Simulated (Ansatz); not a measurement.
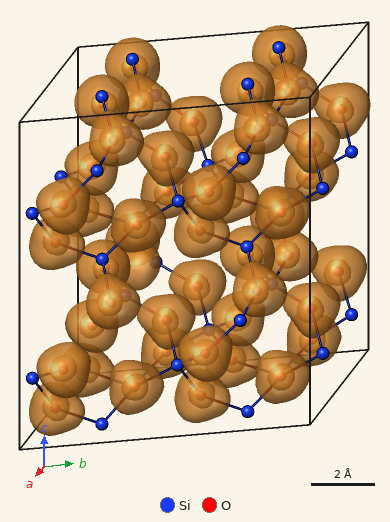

Figure. Si24O47 (cell charge +1, with a compensating background) (cell with a defect). Isosurface of the ELF at 0.75 (orange), seen slightly off an axis. Core shells and regions of very low density are left out. Sticks mark near contacts.

Spin-polarised.

All numbers below come from DFT PBE, scalar-relativistic, plane waves, PAW in Ansatz 0.2.0.

In a PAW calculation such maps are meaningful between the atoms, not at the nuclei.

Q: Identify the bonds, lone pairs and shells in this picture.

A: The surface consists of 47 regions on O in which the atom's valence shell and bonds are merged and one pocket between the atoms, centred on no nucleus (multi-centre or interstitial), counted in one cell of 71 atoms. Regions shared between cells count once. Along the contacts the grid gives the following. Si–O (1.59 Å): the ELF peaks at about 0.85 between the atoms; a shared but strongly polarised pair. Si–O (1.63 Å): the ELF peaks at about 0.85 between the atoms; a polar covalent bond.
